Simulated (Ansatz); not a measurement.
# Geometry relaxation of W$_{15}$S$_{32}$ (charge −3) (part 3 of 3)

The same run, continued: W$_{15}$S$_{32}$ (defect cell, 47 atoms in the cell, total charge −3); DFT PBE+D3(BJ), scalar-relativistic, plane waves, PAW (Ansatz 0.2.0); cutoff 420 eV, 2×2×2 k-mesh, Gaussian smearing of 0.01 eV, collinear spins. The structure derives from a Materials Project entry. The run did not end well. It belongs to a series of runs on one base structure; here: W vacancy (site c), charge -3, atoms relaxed at the host's cell.

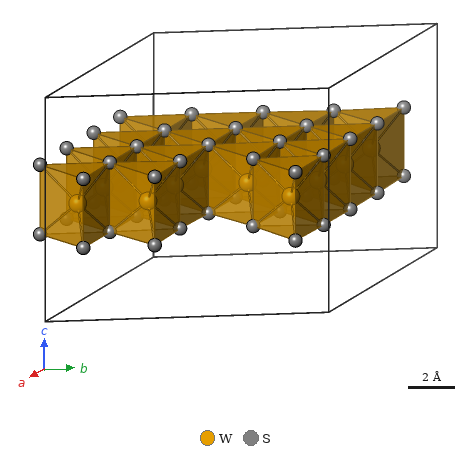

The geometry at step 2 of the log (polyhedral view of the cell of the calculation, with the vacuum cut short, seen slightly off an axis; polyhedra are completed across the faces of the cell).

## Output, continued
```
  k-point 2 ↑: bands = ["-72.0779", "-72.0709", "-72.0709", "-72.0646", "-72.0551", "-72.0551", "-72.0052", "-72.0051", "-72.0049", "-71.8760", "-71.8741", "-71.8741", "-71.8692", "-71.8692", "-71.8673", "-36.5185", "-36.4978", "-36.4972", "-36.4841", "-36.4782", "-36.4454", "-36.4225", "-36.3920", "-36.3815", "-36.3697", "-36.3682", "-36.3624", "-36.3547", "-36.3370", "-36.3363", "-36.3274", "-36.3273", "-36.3142", "-36.3045", "-36.2811", "-36.2806", "-36.2791", "-36.2776", "-36.2710", "-36.2639",
      "-36.2545", "-36.2303", "-36.2258", "-36.2052", "-36.1939", "-36.1900", "-36.1827", "-36.1623", "-36.1493", "-36.1423", "-36.1417", "-36.1361", "-36.1317", "-36.1260", "-36.1254", "-36.1182", "-36.1115", "-36.0731", "-36.0670", "-36.0547", "-12.7678", "-12.6120", "-12.2113", "-12.0205", "-11.4626", "-11.4497", "-11.3880", "-11.3594", "-11.3512", "-11.2532", "-11.1239", "-11.0839", "-10.9855", "-10.8833", "-10.8741", "-10.8458", "-10.8390", "-10.7887", "-10.7847", "-10.7548",
      "-10.6501", "-10.6334", "-10.6103", "-10.5968", "-10.5423", "-10.4591", "-10.0640", "-9.8632", "-9.8621", "-9.7624", "-9.3846", "-9.3838", "-4.4129", "-4.3900", "-4.3761", "-4.2536", "-4.1901", "-4.1789", "-4.1496", "-4.0738", "-3.8616", "-3.8195", "-3.7980", "-3.7832", "-3.7738", "-3.6362", "-3.5277", "-3.4826", "-3.4455", "-3.4004", "-3.3900", "-3.2099", "-3.1823", "-3.1607", "-3.0063", "-2.7673", "-2.7196", "-2.6950", "-2.6729", "-2.6721",
      "-2.6036", "-2.5580", "-2.5431", "-2.5054", "-2.4785", "-2.4525", "-2.4279", "-2.4254", "-2.2993", "-2.1528", "-2.1286", "-1.9638", "-1.8899", "-1.7311", "-1.7214", "-1.6818", "-1.6631", "-1.6374", "-1.6331", "-1.6092", "-1.5689", "-1.5393", "-1.5046", "-1.4762", "-1.4432", "-1.3966", "-1.2800", "-1.2482", "-1.2027", "-1.1930", "-1.1185", "-1.0805", "-0.9839", "-0.7884", "-0.7252", "-0.5955", "-0.5766", "-0.4819", "-0.4818", "-0.4709",
      "-0.4320", "-0.4287", "-0.4151", "-0.4005", "-0.3584", "-0.3329", "-0.2649", "-0.2368", "-0.1385", "-0.1072", "-0.1045", "-0.0805", "-0.0221", "0.0662", "0.0783", "0.1627", "0.2544", "0.2675", "0.2806", "0.3189", "0.5281", "0.5721", "0.6386", "0.7021", "0.7468", "0.8180", "0.8902", "1.0166", "1.0182", "1.1342", "1.1459", "1.2297", "1.2770", "1.3830", "1.4273", "1.4736", "1.4912", "1.5974", "1.6038", "2.1887",
      "2.3529", "2.6285", "2.7123", "3.0921", "3.8588", "3.9137", "3.9840", "4.0360", "4.0466", "4.1307", "4.1943", "4.2109", "4.2466", "4.2935", "4.4476", "4.5033", "4.5720", "4.5859", "4.5994", "4.6043", "4.6288", "4.6349", "4.6431", "4.6752", "4.6787", "4.7220", "4.7275", "4.7437", "4.7938", "4.9042", "4.9587", "4.9863", "5.0085", "5.0437", "5.0513", "5.0808", "5.1152", "5.1376", "5.1465", "5.2252",
      "5.2495", "5.2549", "5.2721", "5.2872", "5.3069", "5.3478", "5.3657", "5.4060", "5.6449", "5.7122", "5.7577"]
  k-point 3 ↓: bands = ["-72.0746", "-72.0677", "-72.0677", "-72.0593", "-72.0499", "-72.0498", "-72.0040", "-72.0038", "-72.0036", "-71.8395", "-71.8376", "-71.8376", "-71.8327", "-71.8326", "-71.8308", "-36.5137", "-36.4923", "-36.4854", "-36.4769", "-36.4712", "-36.4369", "-36.4108", "-36.3762", "-36.3710", "-36.3645", "-36.3573", "-36.3517", "-36.3494", "-36.3318", "-36.3310", "-36.3244", "-36.3243", "-36.2994", "-36.2927", "-36.2793", "-36.2778", "-36.2763", "-36.2730", "-36.2621", "-36.2547",
      "-36.2462", "-36.2241", "-36.1960", "-36.1827", "-36.1712", "-36.1458", "-36.1360", "-36.1014", "-36.0987", "-36.0943", "-36.0938", "-36.0790", "-36.0778", "-36.0773", "-36.0741", "-36.0701", "-36.0562", "-36.0342", "-36.0294", "-36.0165", "-12.7633", "-12.6066", "-12.2047", "-12.0117", "-11.4554", "-11.4450", "-11.3818", "-11.3549", "-11.3494", "-11.2503", "-11.1155", "-11.0805", "-10.9815", "-10.8777", "-10.8704", "-10.8439", "-10.8338", "-10.7851", "-10.7806", "-10.7492",
      "-10.6471", "-10.6309", "-10.6048", "-10.5894", "-10.5362", "-10.4541", "-10.0369", "-9.8347", "-9.8344", "-9.7315", "-9.3530", "-9.3522", "-4.4078", "-4.3825", "-4.3641", "-4.2448", "-4.1816", "-4.1654", "-4.1390", "-4.0596", "-3.8523", "-3.8150", "-3.7865", "-3.7765", "-3.7565", "-3.6196", "-3.5162", "-3.4778", "-3.4310", "-3.3951", "-3.3748", "-3.1926", "-3.1734", "-3.1518", "-3.0027", "-2.7586", "-2.7114", "-2.6827", "-2.6591", "-2.6569",
      "-2.5962", "-2.5427", "-2.5349", "-2.4868", "-2.4670", "-2.4348", "-2.4179", "-2.4082", "-2.2911", "-2.1345", "-2.1083", "-1.9434", "-1.8688", "-1.7254", "-1.7148", "-1.6763", "-1.6589", "-1.6254", "-1.6199", "-1.5993", "-1.5618", "-1.5290", "-1.4886", "-1.4579", "-1.4344", "-1.3886", "-1.2658", "-1.2167", "-1.1842", "-1.1674", "-1.1084", "-1.0705", "-0.9692", "-0.7766", "-0.7133", "-0.5848", "-0.5673", "-0.4721", "-0.4719", "-0.4553",
      "-0.4223", "-0.4205", "-0.4008", "-0.3905", "-0.3526", "-0.3262", "-0.2431", "-0.2283", "-0.1294", "-0.0951", "-0.0788", "-0.0643", "-0.0111", "0.0982", "0.1118", "0.1693", "0.2632", "0.2870", "0.2907", "0.3285", "0.5359", "0.5855", "0.6525", "0.7164", "0.7595", "0.8429", "0.9225", "1.0339", "1.0348", "1.1602", "1.1637", "1.2419", "1.2993", "1.4115", "1.4558", "1.4943", "1.5289", "1.6235", "1.6297", "2.2416",
      "2.4048", "2.7372", "2.8171", "3.2006", "3.8848", "3.9302", "4.0038", "4.0532", "4.0595", "4.1613", "4.2728", "4.2751", "4.3082", "4.3119", "4.3378", "4.3678", "4.5797", "4.5981", "4.6321", "4.6324", "4.6503", "4.6593", "4.6633", "4.6743", "4.7368", "4.7401", "4.7476", "4.7588", "4.8165", "4.9239", "4.9392", "5.0106", "5.0828", "5.0856", "5.0887", "5.0888", "5.0957", "5.1509", "5.1510", "5.2337",
      "5.2647", "5.2933", "5.3220", "5.3488", "5.3611", "5.3667", "5.3838", "5.4184", "5.6523", "5.7437", "5.7639"]
End of that report.
Error: SIGTERM received: cancelled by the caller after 1 completed SCF iterations
```

## Trajectory as extended XYZ (Å, eV, eV/Å), 2 frames, from step=1 to step=2
```
47
Lattice="12.6389 0.0000 0.0000 -6.3194 -10.9456 0.0000 0.0000 0.0000 -16.9395" Properties=species:S:1:pos:R:3:forces:R:3 step=1 energy=-184680.32199
W    -1.5857   -6.4308    0.0000    0.0941  -0.0112   0.0000
W     9.4365   -3.6307    0.0000    0.0373   0.0871   0.0000
W     1.5799   -6.3828    0.0000    0.0000  -0.1590   0.0000
W    -0.0076   -3.6529    0.0000    0.0186   0.0107   0.0000
W    11.0609   -0.9132    0.0000   -0.1377   0.0795   0.0000
W     4.7455   -6.4308    0.0000   -0.0941  -0.0112   0.0000
W     3.1673   -3.6529    0.0000   -0.0186   0.0107   0.0000
W     1.5799   -0.9033    0.0000    0.0000  -0.0215   0.0000
W     6.2827   -9.0933    0.0000   -0.0567  -0.0759   0.0000
W     6.3621   -3.6307    0.0000   -0.0373   0.0871   0.0000
W     4.7377   -0.9132    0.0000    0.1377   0.0795   0.0000
W    -3.1230   -9.0933    0.0000    0.0567  -0.0759   0.0000
W     7.8993   -0.8952    0.0000    0.0000   0.1191   0.0000
W     0.0146   -9.1298    0.0000    0.1031  -0.0595   0.0000
W     3.1451   -9.1298    0.0000   -0.1031  -0.0595   0.0000
S    -3.1227   -7.3184   -1.5652    0.0343  -0.0198   0.1561
S     0.0176   -7.3061   -1.5744   -0.0191   0.0300   0.0040
S    -1.6082   -4.5770   -1.5582   -0.0201  -0.0116   0.0123
S     3.1421   -7.3061   -1.5744    0.0191   0.0300   0.0040
S     1.5799   -4.5589   -1.5762    0.0000   0.0302   0.0112
S     0.0015   -1.8252   -1.5762    0.0262  -0.0151   0.0112
S     6.2825   -7.3184   -1.5652   -0.0343  -0.0198   0.1561
S     4.7679   -4.5770   -1.5582    0.0201  -0.0116   0.0123
S     3.1582   -1.8252   -1.5762   -0.0262  -0.0151   0.0112
S    -4.7396  -10.0007   -1.5582    0.0000   0.0232   0.0123
S     7.8993   -4.5180   -1.5652    0.0000   0.0396   0.1561
S     6.3185   -1.8045   -1.5744   -0.0165  -0.0316   0.0040
S    -1.5632  -10.0442   -1.5744   -0.0356   0.0015   0.0040
S     9.4801   -1.8045   -1.5744    0.0165  -0.0316   0.0040
S     1.5799  -10.0334   -1.5880    0.0000   0.0000  -0.0097
S     4.7229  -10.0442   -1.5744    0.0356   0.0015   0.0040
S    -3.1227   -7.3184  -15.3743    0.0343  -0.0198  -0.1561
S     0.0176   -7.3061  -15.3650   -0.0191   0.0300  -0.0040
S    -1.6082   -4.5770  -15.3813   -0.0201  -0.0116  -0.0123
S     3.1421   -7.3061  -15.3650    0.0191   0.0300  -0.0040
S     1.5799   -4.5589  -15.3633    0.0000   0.0302  -0.0112
S     0.0015   -1.8252  -15.3633    0.0262  -0.0151  -0.0112
S     6.2825   -7.3184  -15.3743   -0.0343  -0.0198  -0.1561
S     4.7679   -4.5770  -15.3813    0.0201  -0.0116  -0.0123
S     3.1582   -1.8252  -15.3633   -0.0262  -0.0151  -0.0112
S    -4.7396  -10.0007  -15.3813    0.0000   0.0232  -0.0123
S     7.8993   -4.5180  -15.3743    0.0000   0.0396  -0.1561
S     6.3185   -1.8045  -15.3650   -0.0165  -0.0316  -0.0040
S    -1.5632  -10.0442  -15.3650   -0.0356   0.0015  -0.0040
S     9.4801   -1.8045  -15.3650    0.0165  -0.0316  -0.0040
S     1.5799  -10.0334  -15.3514    0.0000   0.0000   0.0097
S     4.7229  -10.0442  -15.3650    0.0356   0.0015  -0.0040
47
Lattice="12.6389 0.0000 0.0000 -6.3194 -10.9456 0.0000 0.0000 0.0000 -16.9395" Properties=species:S:1:pos:R:3:forces:R:3 step=2 energy=-184680.30685 accepted=F
W    -1.5544   -6.4275    0.0000   -0.1387  -0.1325   0.0000
W     9.4550   -3.6051    0.0000   -0.1841  -0.0539   0.0000
W     1.5799   -6.4022    0.0000    0.0000   0.0676   0.0000
W    -0.0047   -3.6512    0.0000   -0.0656  -0.0379   0.0000
W    11.0441   -0.9035    0.0000    0.0586  -0.0338   0.0000
W     4.7141   -6.4275    0.0000    0.1387  -0.1325   0.0000
W     3.1644   -3.6512    0.0000    0.0656  -0.0379   0.0000
W     1.5799   -0.9067    0.0000    0.0000   0.0758   0.0000
W     6.2698   -9.1221    0.0000   -0.0454   0.1864   0.0000
W     6.3436   -3.6051    0.0000    0.1841  -0.0539   0.0000
W     4.7545   -0.9035    0.0000   -0.0586  -0.0338   0.0000
W    -3.1101   -9.1221    0.0000    0.0454   0.1864   0.0000
W     7.8993   -0.8778    0.0000    0.0000  -0.1446   0.0000
W     0.0297   -9.1385    0.0000   -0.1252   0.0723   0.0000
W     3.1300   -9.1385    0.0000    0.1252   0.0723   0.0000
S    -3.1068   -7.3276   -1.5334   -0.0383   0.0221  -0.1674
S     0.0262   -7.3175   -1.5823   -0.0235   0.0462   0.0322
S    -1.6034   -4.5743   -1.5579   -0.0114  -0.0066  -0.0098
S     3.1335   -7.3175   -1.5823    0.0235   0.0462   0.0322
S     1.5799   -4.5669   -1.5705    0.0000   0.0476  -0.0413
S    -0.0054   -1.8211   -1.5705    0.0412  -0.0238  -0.0413
S     6.2665   -7.3276   -1.5334    0.0383   0.0221  -0.1674
S     4.7632   -4.5743   -1.5579    0.0114  -0.0066  -0.0098
S     3.1651   -1.8211   -1.5705   -0.0412  -0.0238  -0.0413
S    -4.7396  -10.0062   -1.5579    0.0000   0.0132  -0.0098
S     7.8993   -4.4995   -1.5334    0.0000  -0.0442  -0.1674
S     6.3241   -1.7914   -1.5823   -0.0283  -0.0435   0.0322
S    -1.5490  -10.0459   -1.5823   -0.0518  -0.0027   0.0322
S     9.4745   -1.7914   -1.5823    0.0283  -0.0435   0.0322
S     1.5799  -10.0334   -1.6043    0.0000   0.0000   0.0729
S     4.7088  -10.0459   -1.5823    0.0518  -0.0027   0.0322
S    -3.1068   -7.3276  -15.4061   -0.0383   0.0221   0.1674
S     0.0262   -7.3175  -15.3572   -0.0235   0.0462  -0.0322
S    -1.6034   -4.5743  -15.3816   -0.0114  -0.0066   0.0098
S     3.1335   -7.3175  -15.3572    0.0235   0.0462  -0.0322
S     1.5799   -4.5669  -15.3689    0.0000   0.0476   0.0413
S    -0.0054   -1.8211  -15.3689    0.0412  -0.0238   0.0413
S     6.2665   -7.3276  -15.4061    0.0383   0.0221   0.1674
S     4.7632   -4.5743  -15.3816    0.0114  -0.0066   0.0098
S     3.1651   -1.8211  -15.3689   -0.0412  -0.0238   0.0413
S    -4.7396  -10.0062  -15.3816    0.0000   0.0132   0.0098
S     7.8993   -4.4995  -15.4061    0.0000  -0.0442   0.1674
S     6.3241   -1.7914  -15.3572   -0.0283  -0.0435  -0.0322
S    -1.5490  -10.0459  -15.3572   -0.0518  -0.0027  -0.0322
S     9.4745   -1.7914  -15.3572    0.0283  -0.0435  -0.0322
S     1.5799  -10.0334  -15.3352    0.0000   0.0000  -0.0729
S     4.7088  -10.0459  -15.3572    0.0518  -0.0027  -0.0322
```

## Outcome

| quantity | value |
| --- | --- |
| outcome | stopped at the time limit |
| wall time | 7 min (CPU time 28 min) |
| peak memory | 7.9 GiB |

The run was cut off by its time limit, so the output is incomplete.
